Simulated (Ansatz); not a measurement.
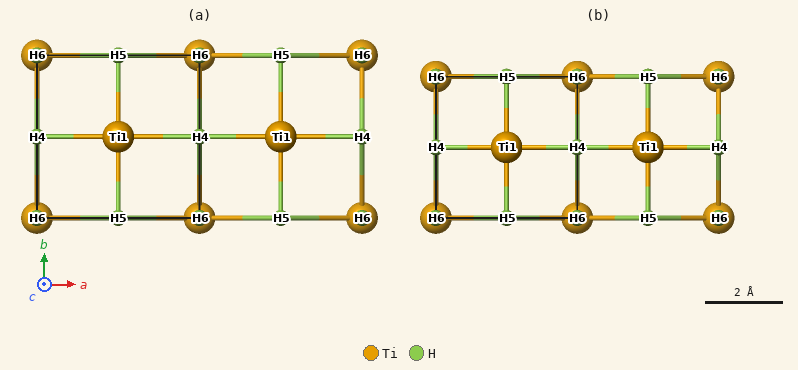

The structure of crystalline TiH5 (a generated structure, set up in I4/mmm) (coarse preliminary run) before (left) and after (right) a relaxation, at one scale.

The picture is a ball-and-stick view of the conventional cell (2 times the calculation's cell), repeated 2 × 1 × 1 with one cell outlined, seen along the c axis. Lengths and directions refer to the drawn axes.

All numbers below come from Ansatz, DFT PBE, scalar-relativistic, plane waves, PAW.

Input
```yaml
crystal:
  lattice:
    - [-2.13628454, 2.13628454, 2.6071835]
    - [2.13628454, -2.13628454, 2.6071835]
    - [2.13628454, 2.13628454, -2.6071835]
  atoms:
    - { symbol: Ti, position: [0.5, 0.5, 0.0] }
    - { symbol: H, position: [0.75, 0.25, 0.5] }
    - { symbol: H, position: [0.25, 0.75, 0.5] }
    - { symbol: H, position: [0.5, 0.0, 0.5] }
    - { symbol: H, position: [0.0, 0.5, 0.5] }
    - { symbol: H, position: [0.0, 0.0, 0.0] }
basis:
  ecutwfc: 420
kpoints:
  mp_grid: { grid: [6, 6, 6] }
hamiltonian:
  xc: pbe
scf:
  occupations: { method: gaussian, width: 0.1 }
  lower_state_search: "off"
output:
  forces: true
  stress: true
  eigenvalues: true
relax:
  adjacent_minimum: "off"
  f_tol: 0.04
  max_steps: 70
  cell: { stress_tol: 0.4 }
```

Launched with:
```bash
ansatz run input.yaml --threads 1 --pin off --max-ram 2560MiB --backend cpu --events-out ev --progress --plain --runs-dir out
```

Describe what moved and what it gained.

Answer. After 5 accepted moves (7 points after the start) the energy has fallen by 208 meV per atom. All forces vanish by symmetry, so only the cell relaxes. Pressure: −19.23 GPa at the start and 0.00 GPa at the end. The SCF was repeated twice at an unchanged geometry on a basis and grid sized afresh for the cell, which shifted the energy by 1.6 meV per atom at most. The atoms keep their places relative to the cell (all moves are under 0.005 Å). Cell: a = b 4.273 → 3.715 Å (−13.1 %), c 5.214 → 4.657 Å (−10.7 %). Volume −32.5 %. Some distances before and after: Ti1–H2 2.503 → 2.192 Å, Ti1–H4 2.136 → 1.857 Å, Ti1–H6 2.607 → 2.328 Å. The space group stays I4/mmm (No. 139).
